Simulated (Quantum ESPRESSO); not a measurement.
Single-point calculation, with input and output: Cl (part 2 of 2)

Continued. System: Cl (Cmce, 4 atoms in the cell). Method: Kohn-Sham DFT of a periodic cell, r2SCAN, SG15 PBE 1.2, no spin polarisation (Quantum ESPRESSO 7.5); cutoff 789.13 eV, 5×5×3 k-mesh, fermi-dirac of 0.05 eV. The structure derives from an entry of the Crystallography Open Database. The volume is scaled by 0.96.

Geometry of the input (Å; fractional positions):
```
3.1025  -2.2196  0.0000
3.1025  2.2196  0.0000
0.0000  0.0000  8.0990
Cl 0.3700  0.6300  0.4000
Cl 0.1300  0.8700  0.9000
Cl 0.6300  0.3700  0.6000
Cl 0.8700  0.1300  0.1000
```

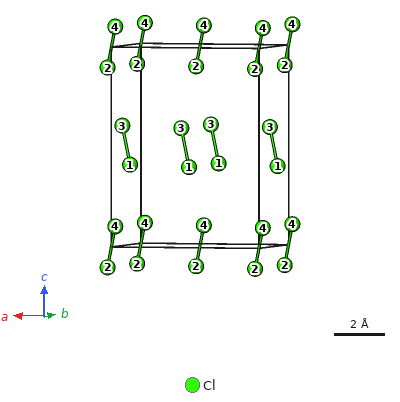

*The structure as given in the input (ball-and-stick view of the cell 2 times as large as that of the calculation, set on its symmetry axes, seen at an oblique angle; atoms are numbered from 1 in the order of the input).*

The program's output, continued:
```
          k = 0.1230 0.1719-0.1570 (  5608 PWs)   bands (ev):

   -17.2027 -17.1113 -12.8058 -12.5627  -5.1132  -4.7240  -2.7830  -2.6547
    -2.1640  -2.1482  -0.1657  -0.0049   0.1850   0.2234   3.5031   3.7804
     8.7889   9.0801  10.6749  10.7748  11.5433

          k = 0.2459 0.3437 0.0000 (  5634 PWs)   bands (ev):

   -17.0986 -17.0265 -12.7956 -12.6143  -5.1758  -4.8295  -3.2663  -3.1629
    -2.2913  -2.2793  -0.1306  -0.1203   0.1704   0.2420   3.6388   3.8347
     9.3744   9.4510  10.7908  10.8772  11.8677

          k = 0.2459 0.3437 0.1570 (  5624 PWs)   bands (ev):

   -17.0809 -17.0448 -12.7514 -12.6608  -5.0362  -4.8420  -3.4058  -3.2866
    -2.3037  -2.2847  -0.1048  -0.0683   0.2732   0.3338   3.6258   3.7373
     9.5072   9.5719  10.7291  11.0947  11.3259

          k = 0.2459 0.3437-0.1570 (  5624 PWs)   bands (ev):

   -17.0809 -17.0448 -12.7514 -12.6608  -5.0361  -4.8420  -3.4057  -3.2866
    -2.3036  -2.2847  -0.1048  -0.0682   0.2732   0.3339   3.6257   3.7373
     9.5072   9.5719  10.7291  11.0947  11.3260

          k = 0.1230-0.1719 0.0000 (  5615 PWs)   bands (ev):

   -17.2460 -17.0629 -12.9263 -12.4392  -5.2905  -4.5055  -2.7769  -2.7260
    -2.1725  -2.1633  -0.1299   0.0718   0.1338   0.2297   3.3790   3.9199
     8.6890   9.0474  10.3968  10.7890  11.1723

          k = 0.1230-0.1719 0.1570 (  5608 PWs)   bands (ev):

   -17.2027 -17.1113 -12.8058 -12.5627  -5.1132  -4.7240  -2.7830  -2.6547
    -2.1640  -2.1482  -0.1657  -0.0049   0.1850   0.2234   3.5031   3.7804
     8.7889   9.0801  10.6749  10.7748  11.5434

          k = 0.1230-0.1719-0.1570 (  5608 PWs)   bands (ev):

   -17.2027 -17.1113 -12.8058 -12.5627  -5.1132  -4.7240  -2.7831  -2.6547
    -2.1641  -2.1481  -0.1656  -0.0049   0.1850   0.2234   3.5031   3.7804
     8.7889   9.0802  10.6749  10.7748  11.5433

          k = 0.2459-0.0000 0.0000 (  5618 PWs)   bands (ev):

   -17.2337 -17.0327 -12.9115 -12.3779  -5.2497  -4.4871  -2.6667  -2.6106
    -2.5273  -2.5216  -0.3587  -0.0330   0.0279   0.2753   3.4253   3.8462
     9.0899   9.3902  10.0827  10.9718  11.4014

          k = 0.2459-0.0000 0.1570 (  5606 PWs)   bands (ev):

   -17.1865 -17.0862 -12.7792 -12.5128  -5.0894  -4.7194  -2.6411  -2.5921
    -2.4448  -2.4431  -0.4154  -0.2363   0.1502   0.2663   3.4732   3.6850
     9.3336   9.5487  10.5690  10.9757  11.6651

          k = 0.2459-0.0000-0.1570 (  5606 PWs)   bands (ev):

   -17.1865 -17.0862 -12.7792 -12.5128  -5.0894  -4.7194  -2.6411  -2.5921
    -2.4448  -2.4431  -0.4154  -0.2363   0.1502   0.2663   3.4732   3.6850
     9.3336   9.5487  10.5690  10.9757  11.6653

          k = 0.3689 0.1719 0.0000 (  5610 PWs)   bands (ev):

   -17.1247 -16.9798 -12.8307 -12.4679  -5.1880  -4.6378  -3.2268  -3.1611
    -2.6531  -2.4905  -0.2747  -0.2719   0.1121   0.2707   3.4659   3.7531
     9.8185   9.8432  10.5737  10.6961  11.3344

          k = 0.3689 0.1719 0.1570 (  5611 PWs)   bands (ev):

   -17.0900 -17.0177 -12.7404 -12.5592  -5.0589  -4.7789  -3.2318  -3.1760
    -2.5823  -2.5195  -0.3495  -0.0907   0.0223   0.2390   3.5190   3.6706
     9.9721  10.2319  10.4690  10.7054  11.5428

          k = 0.3689 0.1719-0.1570 (  5611 PWs)   bands (ev):

   -17.0900 -17.0177 -12.7404 -12.5592  -5.0589  -4.7790  -3.2318  -3.1760
    -2.5823  -2.5195  -0.3495  -0.0907   0.0222   0.2390   3.5190   3.6706
     9.9721  10.2319  10.4691  10.7054  11.5433

          k =-0.1230-0.5156 0.0000 (  5609 PWs)   bands (ev):

   -17.0375 -17.0087 -12.7213 -12.6613  -5.0082  -4.9761  -3.2821  -3.1557
    -2.7638  -2.5796  -0.3318  -0.1414   0.2162   0.3116   3.6776   3.7335
     9.7672  10.3292  10.5553  11.6485  12.1839

          k =-0.1230-0.5156 0.1570 (  5611 PWs)   bands (ev):

   -17.0303 -17.0159 -12.7073 -12.6774  -4.9416  -4.9047  -3.3473  -3.2977
    -2.7908  -2.6807  -0.1892   0.0458   0.1863   0.3218   3.6357   3.6743
     9.9893  10.3582  10.7833  11.4678  11.5553

          k =-0.1230-0.5156-0.1570 (  5611 PWs)   bands (ev):

   -17.0303 -17.0159 -12.7073 -12.6774  -4.9415  -4.9047  -3.3472  -3.2978
    -2.7908  -2.6807  -0.1892   0.0458   0.1863   0.3218   3.6357   3.6743
     9.9893  10.3582  10.7833  11.4678  11.5555

          k = 0.0000-0.3437 0.0000 (  5624 PWs)   bands (ev):

   -17.1369 -17.0387 -12.8378 -12.5814  -5.2336  -4.7144  -2.9215  -2.8435
    -2.6795  -2.4209  -0.0945   0.0536   0.1457   0.3225   3.5605   3.8911
     9.4808  10.0375  10.2424  11.3286  11.7542

          k = 0.0000-0.3437 0.1570 (  5613 PWs)   bands (ev):

   -17.1130 -17.0640 -12.7749 -12.6468  -5.0706  -4.7937  -3.0667  -2.9277
    -2.6210  -2.4925   0.0151   0.1583   0.2227   0.2887   3.6011   3.7788
     9.4920   9.7263  10.6183  11.5293  11.6143

          k = 0.0000-0.3437-0.1570 (  5613 PWs)   bands (ev):

   -17.1130 -17.0640 -12.7749 -12.6468  -5.0706  -4.7937  -3.0667  -2.9277
    -2.6210  -2.4925   0.0151   0.1583   0.2227   0.2887   3.6012   3.7788
     9.4919   9.7263  10.6183  11.5293  11.6143

          k = 0.2459-0.3437 0.0000 (  5634 PWs)   bands (ev):

   -17.0986 -17.0265 -12.7956 -12.6143  -5.1758  -4.8295  -3.2663  -3.1629
    -2.2913  -2.2793  -0.1306  -0.1203   0.1704   0.2420   3.6388   3.8347
     9.3744   9.4510  10.7908  10.8772  11.8678

          k = 0.2459-0.3437 0.1570 (  5624 PWs)   bands (ev):

   -17.0809 -17.0448 -12.7514 -12.6608  -5.0361  -4.8420  -3.4057  -3.2866
    -2.3036  -2.2847  -0.1048  -0.0682   0.2732   0.3339   3.6257   3.7373
     9.5072   9.5719  10.7291  11.0947  11.3258

          k = 0.2459-0.3437-0.1570 (  5624 PWs)   bands (ev):

   -17.0809 -17.0448 -12.7514 -12.6608  -5.0362  -4.8420  -3.4058  -3.2866
    -2.3037  -2.2847  -0.1048  -0.0683   0.2732   0.3338   3.6258   3.7373
     9.5072   9.5719  10.7291  11.0947  11.3259

          k = 0.3689-0.1719 0.0000 (  5610 PWs)   bands (ev):

   -17.1247 -16.9798 -12.8307 -12.4679  -5.1880  -4.6378  -3.2268  -3.1611
    -2.6531  -2.4905  -0.2747  -0.2719   0.1121   0.2707   3.4659   3.7531
     9.8185   9.8432  10.5737  10.6961  11.3344

          k = 0.3689-0.1719 0.1570 (  5611 PWs)   bands (ev):

   -17.0900 -17.0177 -12.7404 -12.5592  -5.0589  -4.7790  -3.2318  -3.1760
    -2.5823  -2.5195  -0.3495  -0.0907   0.0222   0.2390   3.5190   3.6706
     9.9721  10.2319  10.4691  10.7054  11.5428

          k = 0.3689-0.1719-0.1570 (  5611 PWs)   bands (ev):

   -17.0900 -17.0177 -12.7404 -12.5592  -5.0589  -4.7789  -3.2318  -3.1760
    -2.5823  -2.5195  -0.3495  -0.0907   0.0223   0.2390   3.5190   3.6706
     9.9721  10.2319  10.4690  10.7054  11.5434

          k = 0.4918-0.0000 0.0000 (  5620 PWs)   bands (ev):

   -17.0878 -16.9243 -12.8035 -12.3967  -5.1197  -4.6040  -3.6502  -3.1742
    -2.7506  -2.7034  -0.5715  -0.5547  -0.0225   0.3614   3.4360   3.6573
     9.7525   9.8514   9.8837  10.6063  11.6013

          k = 0.4918-0.0000 0.1570 (  5601 PWs)   bands (ev):

   -17.0490 -16.9673 -12.7017 -12.4985  -5.0182  -4.7670  -3.5521  -3.3204
    -2.6607  -2.6181  -0.5536  -0.2544  -0.2459   0.1733   3.4284   3.5427
     9.9238  10.0780  10.8253  10.8688  11.3037

          k = 0.4918-0.0000-0.1570 (  5601 PWs)   bands (ev):

   -17.0490 -16.9673 -12.7017 -12.4985  -5.0182  -4.7670  -3.5521  -3.3204
    -2.6607  -2.6181  -0.5536  -0.2544  -0.2459   0.1733   3.4284   3.5427
     9.9238  10.0780  10.8253  10.8688  11.3037

          k =-0.0000-0.6875 0.0000 (  5618 PWs)   bands (ev):

   -17.0476 -16.9280 -12.7695 -12.4844  -5.0728  -4.7177  -3.6659  -3.1494
    -2.9252  -2.7955  -0.6015  -0.3973   0.1170   0.3700   3.4505   3.6557
     9.5138  10.3254  10.4012  10.8656  11.8634

          k =-0.0000-0.6875 0.1570 (  5626 PWs)   bands (ev):

   -17.0187 -16.9590 -12.6984 -12.5559  -4.9875  -4.8025  -3.5587  -3.3055
    -2.9347  -2.7859  -0.3380  -0.2889  -0.0058   0.1421   3.4824   3.5982
     9.9532  10.2411  10.6878  11.2594  11.3807

          k =-0.0000-0.6875-0.1570 (  5626 PWs)   bands (ev):

   -17.0187 -16.9590 -12.6984 -12.5559  -4.9875  -4.8025  -3.5587  -3.3055
    -2.9347  -2.7860  -0.3380  -0.2889  -0.0058   0.1421   3.4824   3.5982
     9.9532  10.2411  10.6878  11.2593  11.3807

          k = 0.1230-0.5156 0.0000 (  5609 PWs)   bands (ev):

   -17.0375 -17.0087 -12.7213 -12.6613  -5.0082  -4.9761  -3.2821  -3.1557
    -2.7638  -2.5796  -0.3318  -0.1414   0.2162   0.3116   3.6776   3.7335
     9.7672  10.3292  10.5553  11.6485  12.1836

          k = 0.1230-0.5156 0.1570 (  5611 PWs)   bands (ev):

   -17.0303 -17.0159 -12.7073 -12.6774  -4.9416  -4.9047  -3.3473  -3.2977
    -2.7908  -2.6807  -0.1892   0.0458   0.1863   0.3218   3.6357   3.6743
     9.9893  10.3582  10.7833  11.4679  11.5555

          k = 0.1230-0.5156-0.1570 (  5611 PWs)   bands (ev):

   -17.0303 -17.0159 -12.7073 -12.6774  -4.9415  -4.9047  -3.3472  -3.2978
    -2.7908  -2.6807  -0.1892   0.0458   0.1863   0.3218   3.6357   3.6743
     9.9893  10.3582  10.7833  11.4678  11.5555

     the Fermi energy is     2.1981 ev

!    total energy              =    -120.83821976 Ry
     estimated scf accuracy    <          8.4E-09 Ry
     smearing contrib. (-TS)   =      -0.00000000 Ry
     internal energy E=F+TS    =    -120.83821976 Ry

     The total energy is F=E-TS. E is the sum of the following terms:
     one-electron contribution =     -31.16376491 Ry
     hartree contribution      =      25.31648201 Ry
     xc contribution           =     -23.16282963 Ry
     ewald contribution        =     -91.82810723 Ry

     convergence has been achieved in  10 iterations

     Forces acting on atoms (cartesian axes, Ry/au):

     atom    1 type  1   force =    -0.00000012    0.01064167   -0.02004242
     atom    2 type  1   force =    -0.00000049   -0.01064272   -0.02005036
     atom    3 type  1   force =     0.00000064   -0.01064075    0.02004897
     atom    4 type  1   force =    -0.00000004    0.01064179    0.02004382

     Total force =     0.045392     Total SCF correction =     0.000166

     Computing stress (Cartesian axis) and pressure

          total   stress  (Ry/bohr**3)                   (kbar)     P=       10.18
   0.00002276   0.00000000  -0.00000000            3.35        0.00       -0.00
   0.00000000   0.00006112  -0.00000001            0.00        8.99       -0.00
  -0.00000000  -0.00000001   0.00012364           -0.00       -0.00       18.19

=------------------------------------------------------------------------------=
   JOB DONE.
=------------------------------------------------------------------------------=
```

Summary:

```json
{"quantity": "outcome", "value": "converged"}
{"quantity": "space group (tolerance 0.01 Å)", "value": "Cmce (64)"}
{"quantity": "electrons treated", "value": "28"}
{"quantity": "free energy", "value": "−1644.0877 eV"}
{"quantity": "Fermi energy", "value": "2.198 eV"}
{"quantity": "gap on the k-point mesh", "value": "2.99 eV"}
{"quantity": "pressure", "value": "1.02 GPa"}
{"quantity": "largest force (length of the vector)", "value": "0.584 eV/Å"}
{"quantity": "hardware", "value": "2 threads of Intel Xeon (Sapphire Rapids), 64 GiB of memory available, shared host"}
{"quantity": "wall time", "value": "98 s (CPU time 3.3 min)"}
{"quantity": "peak memory", "value": "0.3 GiB"}
```

Remarks:

Further notes kept with the run: potentials made for another functional; this file of Cl or I parts from the other sets. Points of doubt noted for this run: potentials made for another functional; this file of cl or i parts from the other sets.
